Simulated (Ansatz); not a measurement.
Ge25H12 (slab)

Input file:

```
crystal:
  lattice:
    - [8.14756718, 0.0, 0.0]
    - [0.0, 8.14756718, 0.0]
    - [0.0, 0.0, 29.3968319]
  atoms:
    - { symbol: Ge, position: [0.0, 0.07788807, 0.52271721] }
    - { symbol: Ge, position: [0.0, 0.37743627, 0.49375269] }
    - { symbol: Ge, position: [0.5, 0.1246599, 0.49287206] }
    - { symbol: Ge, position: [0.5, 0.42213798, 0.52220802] }
    - { symbol: Ge, position: [0.23319991, 0.01121721, 0.46674062] }
    - { symbol: Ge, position: [0.26661215, 0.4891616, 0.466481] }
    - { symbol: Ge, position: [0.76680009, 0.01121721, 0.46674062] }
    - { symbol: Ge, position: [0.73338785, 0.4891616, 0.466481] }
    - { symbol: Ge, position: [0.24991513, 0.25019952, 0.41189472] }
    - { symbol: Ge, position: [0.25000302, 0.75042499, 0.42032155] }
    - { symbol: Ge, position: [0.75008487, 0.25019952, 0.41189472] }
    - { symbol: Ge, position: [0.74999698, 0.75042499, 0.42032155] }
    - { symbol: Ge, position: [0.0, 0.24569688, 0.36395751] }
    - { symbol: Ge, position: [0.0, 0.7463365, 0.37002684] }
    - { symbol: Ge, position: [0.5, 0.2541395, 0.36402648] }
    - { symbol: Ge, position: [0.5, 0.7538923, 0.37002479] }
    - { symbol: Ge, position: [0.0, -0.00755708, 0.31827119] }
    - { symbol: Ge, position: [0.0, 0.50105834, 0.31831954] }
    - { symbol: Ge, position: [0.5, -0.00101091, 0.31830239] }
    - { symbol: Ge, position: [0.5, 0.50751322, 0.31831642] }
    - { symbol: Ge, position: [0.25, 0.0, 0.27079218] }
    - { symbol: Ge, position: [0.25, 0.5, 0.27079218] }
    - { symbol: Ge, position: [0.75, 0.0, 0.27079218] }
    - { symbol: Ge, position: [0.75, 0.5, 0.27079218] }
    - { symbol: H, position: [0.25, 0.150879, 0.2381209] }
    - { symbol: H, position: [0.25, 0.849121, 0.2381209] }
    - { symbol: H, position: [0.25, 0.650879, 0.2381209] }
    - { symbol: H, position: [0.25, 0.349121, 0.2381209] }
    - { symbol: H, position: [0.75, 0.150879, 0.2381209] }
    - { symbol: H, position: [0.75, 0.849121, 0.2381209] }
    - { symbol: H, position: [0.75, 0.650879, 0.2381209] }
    - { symbol: H, position: [0.75, 0.349121, 0.2381209] }
    - { symbol: Ge, position: [0.0, 0.48210477, 0.61907986] }
    - { symbol: H, position: [0.0, 0.63704843, 0.64882788] }
    - { symbol: H, position: [0.15391234, 0.48168961, 0.58865953] }
    - { symbol: H, position: [0.84608766, 0.48168961, 0.58865953] }
    - { symbol: H, position: [0.0, 0.32755519, 0.64889337] }
scf:
  occupations: { method: gaussian, width: 0.03 }
output:
  eigenvalues: true
  write_density: true
  write_potential: true
  elf: true
  volumetric_format: npy
hamiltonian:
  xc: lda
efield:
  axis: 3
  dipole_correction: true
kpoints:
  mp_grid: { grid: [4, 4, 1] }
```

Command:

```sh
ansatz run input.yaml --threads 16 --pin off --max-ram 32768MiB --backend cpu --events-out ev --progress --plain --runs-dir out
```

These are results of DFT LDA, scalar-relativistic, plane waves, PAW (Ansatz), not measurements.

Q: What will maps of the valence pseudo-density and electron localisation function show?

A: Ge–H (1.56 Å): ρ is about 1 e/Å³ halfway; the ELF climbs to about 1 towards the hydrogen.
Ge–Ge (2.53 Å): the density is about 0.43 e/Å³ at the midpoint; the ELF peaks at about 0.70 between the atoms.

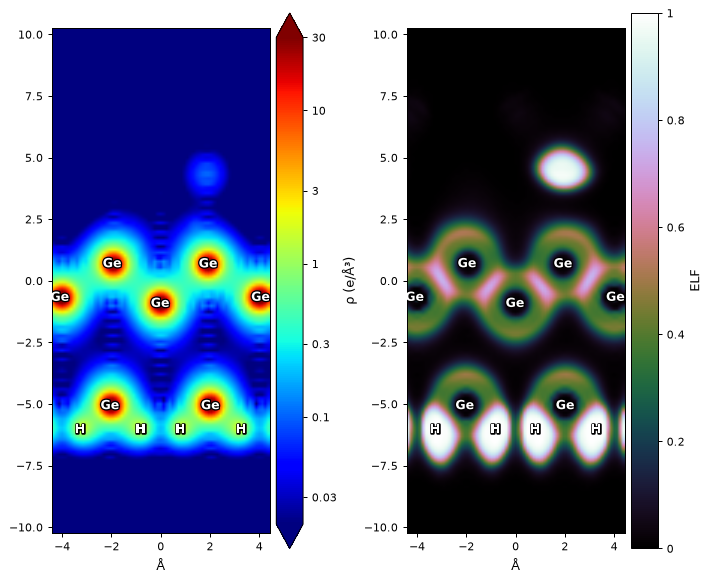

Computed valence pseudo-density and electron localisation function on the (100) plane of the calculation cell, a cut from vacuum to vacuum, in this order. 
